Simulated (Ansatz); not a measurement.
## Geometry relaxation, with input and output: Ga$_{8}$N$_{7}$ (charge +2) (part 1 of 3)

- system: Ga$_{8}$N$_{7}$ (defect cell, 15 atoms in the cell, total charge +2)
- method: DFT PBE, scalar-relativistic, plane waves, PAW, spin-polarised (Ansatz 0.2.0)

The structure derives from a Materials Project entry. It belongs to a series of runs on one base structure; here: N vacancy (site b), charge +2, atoms relaxed at the host's cell.

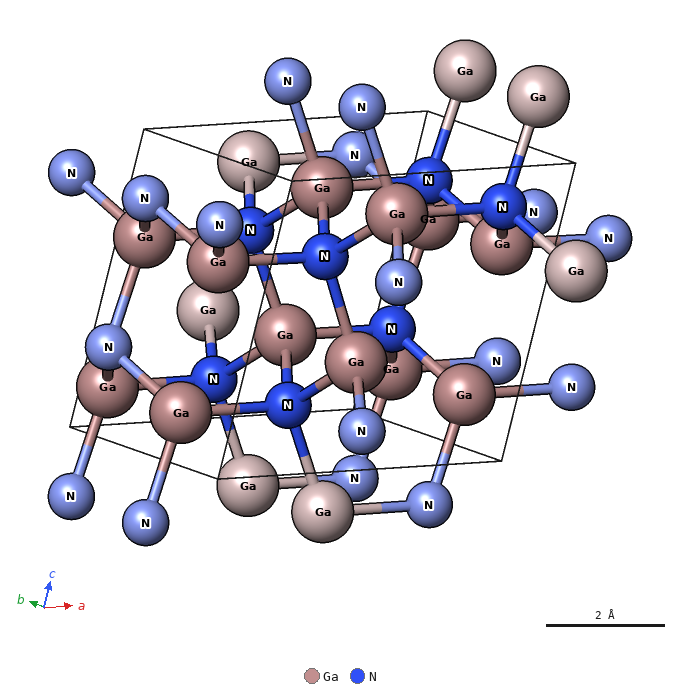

Fig. 1: The starting structure (ball-and-stick view of the cell of the calculation, seen slightly off an axis; neighbours outside the cell are drawn fainter). An atom can appear more than once, as a periodic image. Near neighbours in the periodic cell (some may lie outside the picture): Ga has 3 N at 1.94 to 1.98 Å; Ga has 4 N at 1.95 to 1.97 Å; N has 4 Ga at 1.94 to 1.98 Å.

Input
```yaml
crystal:
  lattice:
    - [0.0, 0.0, 5.2431684095]
    - [3.2183708159, 5.5743817708, 0.0]
    - [-6.4367416318, -1.0e-10, 0.0]
  atoms:
    - { symbol: Ga, position: [0.4876028215, 0.1666666667, 0.3333333333], spin: 0.25 }
    - { symbol: Ga, position: [0.4988626769, 0.1634321606, 0.8317160803] }
    - { symbol: Ga, position: [0.4988626769, 0.6682839197, 0.3365678394] }
    - { symbol: Ga, position: [0.4988626769, 0.6682839197, 0.8317160803] }
    - { symbol: Ga, position: [1.0008470022, 0.3352431061, 0.6704862123], spin: 0.25 }
    - { symbol: Ga, position: [1.0008470022, 0.3352431061, 0.1647568939], spin: 0.25 }
    - { symbol: Ga, position: [1.0022753833, 0.8333333333, 0.6666666667] }
    - { symbol: Ga, position: [1.0008470022, 0.8295137877, 0.1647568939], spin: 0.25 }
    - { symbol: "N", position: [0.8754149212, 0.1657457149, 0.8328728574] }
    - { symbol: "N", position: [0.8754149212, 0.6671271426, 0.3342542851] }
    - { symbol: "N", position: [0.8754149212, 0.6671271426, 0.8328728574] }
    - { symbol: "N", position: [0.3776109898, 0.3330585609, 0.6661171218] }
    - { symbol: "N", position: [0.3776109898, 0.3330585609, 0.1669414391] }
    - { symbol: "N", position: [0.3760498883, 0.8333333333, 0.6666666667] }
    - { symbol: "N", position: [0.3776109898, 0.8338828782, 0.1669414391] }
  host:
    lattice:
      - [3.2183708159, 0.0, 0.0]
      - [-1.609185408, 2.7871908854, 0.0]
      - [0.0, 0.0, 5.2431684095]
    atoms:
      - { symbol: Ga, position: [0.6666666667, 0.3333333333, 0.4991348631] }
      - { symbol: Ga, position: [0.3333333333, 0.6666666667, 0.9991348631] }
      - { symbol: "N", position: [0.6666666667, 0.3333333333, 0.8758651369] }
      - { symbol: "N", position: [0.3333333333, 0.6666666667, 0.3758651369] }
total_charge: 2
basis:
  ecutwfc: 420
  xc_grid: 2
kpoints:
  mp_grid: { grid: [4, 4, 4], shift: [0.0, 0.0, 0.0] }
hamiltonian:
  xc: pbe
scf:
  occupations: { method: gaussian, width: 0.01 }
output:
  forces: true
  stress: false
  eigenvalues: true
  populations: true
  charged_corrections:
    defect_position: [0.87586514, 0.16666667, 0.33333333]
    epsilon: [[10.4928, 0.0, 0.0], [0.0, 10.4928, 0.0], [0.0, 0.0, 11.6882]]
  write_density: true
  write_potential: true
  elf: true
  volumetric_format: npy
magnetization:
  spin_polarized: true
relax:
  adjacent_minimum: "off"
  f_tol: 0.025
  max_steps: 45
```

Command:
```bash
ansatz run input.yaml --threads 4 --pin off --max-ram 10240MiB --backend cpu --events-out ev --progress --plain --runs-dir out
```

The program's output
```
Engine: ansatz 0.2.0, x86_64-unknown-linux-gnu
Pseudopotentials: kind: paw
Pseudopotential: Ga, paw, valence charge 13, recommended cutoff 420 eV (normal), Ga.paw.azcp
Pseudopotential: N, paw, valence charge 5, recommended cutoff 420 eV (normal), N.paw.azcp
Functional definition: PBE
  parameter kappa = 0.804
  parameter beta = 0.06672455060314922
  exchange = pbe_x(kappa = kappa, mu = beta*pi^2/3)
  correlation = pbe_c(beta = beta)
Crystal: 15 atoms, lattice volume = 188.129 Å³
Basis set: ecut = 420 eV, 3713 PW (Γ), exchange–correlation on 72×90×90 points (8 copies of the dense FFT grid, shifted against one another)
Bands: 84, of which v1, the nominal top of the filled ones, is band 69 counted from 1 (68 counted from 0)
Symmetry: 6 space group operations
Space group: P3m1 (ITA 156), of the structure as read, at distance tolerance 5.7e-5 Å
Magnetic group: BNS 156.49 (UNI 1279), of the structure as read, at distance tolerance 5.7e-5 Å
k-points: 13 of 64 (time reversal used)
Non-local potential: Ga, projectors of the file, l = 0: 2, l = 1: 2, l = 2: 3, l = 3: 1
Non-local potential: N, projectors of the file, l = 0: 2, l = 1: 2, l = 2: 1
PAW form: soft (Blöchl's): semilocal exchange-correlation on the pseudo side does not see the compensation charge
PAW one-centre angular grid: Ga, 590 points (default); XC on 64 Gauss nodes
PAW one-centre angular grid: N, 110 points (default); XC on 64 Gauss nodes
Initial density: superposition of atomic densities (chi_scale 0.1, normalization cell, long waves kept (reshape's long-wave potential 0.14 eV rms))
Starting moments: Σ|m| = 1 μB on 4 of 15 sites
Initial wavefunctions: pseudopotential atomic-orbital guess
Functional: x = pbe(κ = 0.804, μ = 0.2195149727645171), c = pbe(β = 0.06672455060314922)
SCF iter   1: F=—  HF=-32984.983240 eV  |F-HF|=—  |Δ(HF+E_count)|=         —  Δρ=7.89e-2 (↑6.17e-2 ↓7.89e-2)  dr2=2.70e1  dr2_m=5.17e-1  M=0.125 μB ∫|m|=0.134 μB  β_m=0.30  ethr=3.10e-3  ⟨swp⟩=5.2  Hψ=6992  notcnv=0  defer=14
preconditioner: auto → Resta (q_TF=auto, 2.588 Å⁻¹)  ε∞=4.3  [insulator: Δε(μ)=0.038 eV  Ē_g=17.566 eV  σ=0.010 eV  W_gap=0.83  n_scr=58 (ndim 8)  ℏωp=31.7 eV  f_vac=0.000  D(μ)=6.65/eV (n_scr^D=46)  ε∞_Penn≈4.3]
spin=Collinear: Resta preconditioning applied to the charge; magnetization (m = ρ↑ − ρ↓) channel mixes plain (no charge-response kernel on spin).
SCF iter   2: F=—  HF=-32978.795870 eV  |F-HF|=—  |Δ(HF+E_count)|=    6.19e0  Δρ=4.76e-2 (↑3.47e-2 ↓4.76e-2)  dr2=8.53e0  dr2_m=2.55e-1  M=0.125 μB ∫|m|=0.130 μB  β_m=0.30  ethr=3.10e-3  ⟨swp⟩=2.0  Hψ=4447  notcnv=0  defer=259
SCF iter   3: F=—  HF=-32976.026862 eV  |F-HF|=—  |Δ(HF+E_count)|=    2.77e0  Δρ=1.96e-2 (↑1.40e-2 ↓1.96e-2)  dr2=1.04e0  dr2_m=1.26e-1  M=0.127 μB ∫|m|=0.134 μB  β_m=0.30  ethr=3.10e-3  ⟨swp⟩=2.5  Hψ=4389  notcnv=0  defer=259
SCF iter   4: F=—  HF=-32975.650139 eV  |F-HF|=—  |Δ(HF+E_count)|=   3.77e-1  Δρ=7.55e-3 (↑7.55e-3 ↓6.09e-3)  dr2=7.65e-2  dr2_m=6.28e-2  M=0.095 μB ∫|m|=0.104 μB  β_m=0.30  ethr=7.62e-4  ⟨swp⟩=3.0  Hψ=4389  notcnv=0  defer=246
SCF iter   5: F=—  HF=-32975.681591 eV  |F-HF|=—  |Δ(HF+E_count)|=   3.15e-2  Δρ=6.38e-3 (↑6.38e-3 ↓3.81e-3)  dr2=3.86e-2  dr2_m=3.12e-2  M=0.094 μB ∫|m|=0.101 μB  β_m=0.30  ethr=5.59e-5  ⟨swp⟩=2.9  Hψ=3825  notcnv=0  defer=246
SCF iter   6: F=—  HF=-32975.706180 eV  |F-HF|=—  |Δ(HF+E_count)|=   2.46e-2  Δρ=3.34e-3 (↑3.34e-3 ↓2.86e-3)  dr2=3.93e-3  dr2_m=1.55e-2  M=0.094 μB ∫|m|=0.100 μB  β_m=0.30  ethr=2.81e-5  ⟨swp⟩=3.2  Hψ=3885  notcnv=0  defer=246
SCF iter   7: F=—  HF=-32975.708157 eV  |F-HF|=—  |Δ(HF+E_count)|=   1.98e-3  Δρ=2.27e-3 (↑2.01e-3 ↓2.27e-3)  dr2=5.15e-4  dr2_m=7.70e-3  M=0.095 μB ∫|m|=0.100 μB  β_m=0.30  ethr=2.87e-6  ⟨swp⟩=2.2  Hψ=3879  notcnv=0  defer=246
Mixer restart at iter 7: flushing history
spin-set hold released at iteration 7 (site moments contracting): the magnetisation degrees of freedom join the quasi-Newton model from the next iteration; the mixer history was flushed
SCF iter   8: F=—  HF=-32975.709031 eV  |F-HF|=—  |Δ(HF+E_count)|=   8.74e-4  Δρ=1.63e-3 (↑1.40e-3 ↓1.63e-3)  dr2=2.70e-4  dr2_m=3.83e-3  M=0.095 μB ∫|m|=0.100 μB  β_m=0.65  ethr=3.76e-7  ⟨swp⟩=2.4  Hψ=3647  notcnv=0  defer=246
SCF iter   9: F=—  HF=-32975.710423 eV  |F-HF|=—  |Δ(HF+E_count)|=   1.39e-3  Δρ=1.03e-4 (↑1.03e-4 ↓8.43e-5)  dr2=5.41e-5  dr2_m=2.32e-6  M=0.095 μB ∫|m|=0.101 μB  β_m=0.69  ethr=1.97e-7  ⟨swp⟩=2.0  Hψ=3873  notcnv=0  defer=246
SCF iter  10: F=—  HF=-32975.710430 eV  |F-HF|=—  |Δ(HF+E_count)|=   6.88e-6  Δρ=5.15e-5 (↑5.15e-5 ↓4.47e-5)  dr2=1.41e-5  dr2_m=7.74e-7  M=0.095 μB ∫|m|=0.101 μB  β_m=0.75  ethr=1.14e-8  ⟨swp⟩=16.8  Hψ=20926  notcnv=0
SCF iter  11: F=—  HF=-32975.710436 eV  |F-HF|=—  |Δ(HF+E_count)|=   5.76e-6  Δρ=1.97e-5 (↑1.41e-5 ↓1.97e-5)  dr2=1.98e-6  dr2_m=1.47e-7  M=0.095 μB ∫|m|=0.102 μB  β_m=0.87  ethr=1.03e-8  ⟨swp⟩=10.8  Hψ=18524  notcnv=0
SCF iter  12: F=-32975.710438 eV  HF=-32975.710438 eV  |F-HF|=3.33e-7  |Δ(HF+E_count)|=   2.52e-6  Δρ=1.29e-5 (↑1.29e-5 ↓8.17e-6)  dr2=9.18e-7  dr2_m=1.79e-8  M=0.096 μB ∫|m|=0.102 μB  ethr=1.44e-9  ⟨swp⟩=9.3  Hψ=15299  notcnv=0
SCF 1 converged in 12 iterations: F = -32975.710438 eV  dr2 = 9.18e-7
  Residual-converged pass: ⟨swp⟩=1.0  Hψ=2289  notcnv=0  max |occ|·‖R‖ = 7.0e-9 eV (tolerance 1.0e-8 eV)  dr2=9.18e-7  dr2_m=1.79e-8  dr2_onsite=1.49e-7  max |Δocc| = 1.1e-10
  greatest PAW one-centre occupation: 0.995 electrons in one spin orbital (limit 2), on the Ga atom at site 0 (counted from 0), in its partial waves of l = 2
relax step   1: F+E_penalty+E_count = -32975.71043775 eV  Δ(F+E_penalty+E_count) = +0.000e0 eV  max|allowed force component| = 1.235e0 eV/Å  Δτ_max = 0.0000 Å  (12 SCF iters, dr2 threshold 1.56e-5 eV, accepted)
Initial density: handed on by an earlier stage of this run
Starting moments: Σ|m| = 1 μB on 4 of 15 sites; this step starts from the density that it was given
Initial wavefunctions: those handed on with the density
iter 1 solved again at ethr=5.83e-4 eV; its pass at ethr=3.10e-3 eV (dr2=7.99e-1 eV) is discarded
SCF iter   1: F=—  HF=-32976.311283 eV  |F-HF|=—  |Δ(HF+E_count)|=         —  Δρ=2.05e-2 (↑8.57e-3 ↓2.05e-2)  dr2=8.03e-1  dr2_m=7.36e-2  M=0.125 μB ∫|m|=0.133 μB  β_m=0.30  ethr=5.83e-4  ⟨swp⟩=1.0  Hψ=8145  notcnv=0  defer=225
preconditioner: auto → Resta (q_TF=auto, 2.588 Å⁻¹)  ε∞=4.9  [insulator: Δε(μ)=0.027 eV  Ē_g=16.024 eV  σ=0.010 eV  W_gap=0.67  n_scr=58 (ndim 8)  ℏωp=31.7 eV  f_vac=0.016  D(μ)=2.43/eV (n_scr^D=8)  ε∞_Penn≈4.9]
spin=Collinear: Resta preconditioning applied to the charge; magnetization (m = ρ↑ − ρ↓) channel mixes plain (no charge-response kernel on spin).
SCF iter   2: F=—  HF=-32976.171553 eV  |F-HF|=—  |Δ(HF+E_count)|=   1.40e-1  Δρ=1.40e-2 (↑5.38e-3 ↓1.40e-2)  dr2=3.32e-1  dr2_m=3.66e-2  M=0.125 μB ∫|m|=0.132 μB  β_m=0.57  ethr=5.83e-4  ⟨swp⟩=2.0  Hψ=2047  notcnv=0  defer=225
SCF iter   3: F=—  HF=-32976.094497 eV  |F-HF|=—  |Δ(HF+E_count)|=   7.71e-2  Δρ=1.35e-3 (↑5.29e-4 ↓1.35e-3)  dr2=2.01e-3  dr2_m=6.69e-4  M=0.125 μB ∫|m|=0.131 μB  β_m=0.59  ethr=2.42e-4  ⟨swp⟩=3.0  Hψ=4074  notcnv=0  defer=268
SCF iter   4: F=—  HF=-32976.098560 eV  |F-HF|=—  |Δ(HF+E_count)|=   4.06e-3  Δρ=3.79e-4 (↑3.79e-4 ↓3.31e-4)  dr2=5.69e-4  dr2_m=6.65e-5  M=0.125 μB ∫|m|=0.132 μB  β_m=0.74  ethr=1.47e-6  ⟨swp⟩=2.0  Hψ=4295  notcnv=0  defer=268
SCF iter   5: F=—  HF=-32976.099633 eV  |F-HF|=—  |Δ(HF+E_count)|=   1.07e-3  Δρ=2.28e-4 (↑2.28e-4 ↓2.19e-4)  dr2=3.04e-4  dr2_m=4.86e-6  M=0.125 μB ∫|m|=0.132 μB  β_m=0.63  ethr=4.16e-7  ⟨swp⟩=2.0  Hψ=3831  notcnv=0  defer=268
iter 6 did not close the SCF: its close was put off for a magnetic moment that had not settled (scf_convergence_deferred on its scf_iter line)
SCF iter   6: F=-32976.099548 eV  HF=-32976.099552 eV  |F-HF|=4.52e-6  |Δ(HF+E_count)|=   8.02e-5  Δρ=4.46e-5 (↑4.46e-5 ↓4.44e-5)  dr2=1.88e-5  dr2_m=2.57e-7  M=0.125 μB ∫|m|=0.132 μB  β_m=0.82  ethr=6.96e-8  ⟨swp⟩=13.8  Hψ=19168  notcnv=0
SCF iter   7: F=-32976.099551 eV  HF=-32976.099555 eV  |F-HF|=3.80e-6  |Δ(HF+E_count)|=   2.43e-6  Δρ=2.74e-5 (↑2.74e-5 ↓2.71e-5)  dr2=6.27e-6  dr2_m=3.38e-9  M=0.125 μB ∫|m|=0.132 μB  ethr=1.37e-8  ⟨swp⟩=8.9  Hψ=16023  notcnv=0
SCF 2 converged in 7 iterations: F = -32976.099551 eV  dr2 = 6.27e-6
relax step   2: F+E_penalty+E_count = -32976.09955110 eV  Δ(F+E_penalty+E_count) = -3.891e-1 eV  max|allowed force component| = 5.994e-1 eV/Å  Δτ_max = 0.1238 Å  (7 SCF iters, dr2 threshold 9.53e-5 eV, accepted)
SCF iter   1: F=—  HF=-32976.182219 eV  |F-HF|=—  |Δ(HF+E_count)|=         —  Δρ=8.59e-3 (↑3.81e-3 ↓8.59e-3)  dr2=1.25e-1  dr2_m=1.28e-2  M=0.125 μB ∫|m|=0.132 μB  β_m=0.30  ethr=1.13e-3  ⟨swp⟩=3.6  Hψ=4545  notcnv=0  defer=254
preconditioner: auto → Resta (q_TF=auto, 2.588 Å⁻¹)  ε∞=4.9  [insulator: Δε(μ)=0.066 eV  Ē_g=15.974 eV  σ=0.010 eV  W_gap=0.67  n_scr=58 (ndim 8)  ℏωp=31.7 eV  f_vac=0.018  D(μ)=2.41/eV (n_scr^D=8)  ε∞_Penn≈4.9]
spin=Collinear: Resta preconditioning applied to the charge; magnetization (m = ρ↑ − ρ↓) channel mixes plain (no charge-response kernel on spin).
SCF iter   2: F=—  HF=-32976.160760 eV  |F-HF|=—  |Δ(HF+E_count)|=   2.15e-2  Δρ=5.89e-3 (↑2.51e-3 ↓5.89e-3)  dr2=5.57e-2  dr2_m=6.38e-3  M=0.125 μB ∫|m|=0.132 μB  β_m=0.59  ethr=9.10e-5  ⟨swp⟩=2.0  Hψ=2651  notcnv=0  defer=271
SCF iter   3: F=—  HF=-32976.147348 eV  |F-HF|=—  |Δ(HF+E_count)|=   1.34e-2  Δρ=3.95e-4 (↑2.74e-4 ↓3.95e-4)  dr2=3.89e-4  dr2_m=5.22e-5  M=0.125 μB ∫|m|=0.131 μB  β_m=0.58  ethr=4.07e-5  ⟨swp⟩=3.0  Hψ=3874  notcnv=0  defer=271
SCF iter   4: F=—  HF=-32976.147671 eV  |F-HF|=—  |Δ(HF+E_count)|=   3.23e-4  Δρ=1.60e-4 (↑1.60e-4 ↓1.34e-4)  dr2=9.96e-5  dr2_m=9.95e-6  M=0.125 μB ∫|m|=0.131 μB  β_m=0.72  ethr=2.84e-7  ⟨swp⟩=2.0  Hψ=3845  notcnv=0  defer=271
SCF iter   5: F=—  HF=-32976.147857 eV  |F-HF|=—  |Δ(HF+E_count)|=   1.86e-4  Δρ=9.24e-5 (↑9.24e-5 ↓8.68e-5)  dr2=5.51e-5  dr2_m=8.46e-7  M=0.125 μB ∫|m|=0.131 μB  β_m=0.64  ethr=7.27e-8  ⟨swp⟩=2.0  Hψ=3782  notcnv=0  defer=271
iter 6 did not close the SCF: its close was put off for a magnetic moment that had not settled (scf_convergence_deferred on its scf_iter line)
SCF iter   6: F=-32976.147855 eV  HF=-32976.147856 eV  |F-HF|=7.16e-7  |Δ(HF+E_count)|=   1.44e-6  Δρ=1.97e-5 (↑1.94e-5 ↓1.97e-5)  dr2=3.16e-6  dr2_m=6.08e-8  M=0.125 μB ∫|m|=0.131 μB  β_m=0.75  ethr=1.64e-8  ⟨swp⟩=13.1  Hψ=17776  notcnv=0
SCF iter   7: F=-32976.147856 eV  HF=-32976.147856 eV  |F-HF|=2.26e-7  |Δ(HF+E_count)|=   3.31e-7  Δρ=9.28e-6 (↑9.28e-6 ↓9.08e-6)  dr2=7.16e-7  dr2_m=1.09e-9  M=0.125 μB ∫|m|=0.131 μB  ethr=2.31e-9  ⟨swp⟩=7.0  Hψ=15346  notcnv=0
SCF 3 converged in 7 iterations: F = -32976.147856 eV  dr2 = 7.16e-7
relax step   3: F+E_penalty+E_count = -32976.14785589 eV  Δ(F+E_penalty+E_count) = -4.830e-2 eV  max|allowed force component| = 2.065e-1 eV/Å  Δτ_max = 0.0973 Å  (7 SCF iters, dr2 threshold 2.25e-5 eV, accepted)
```
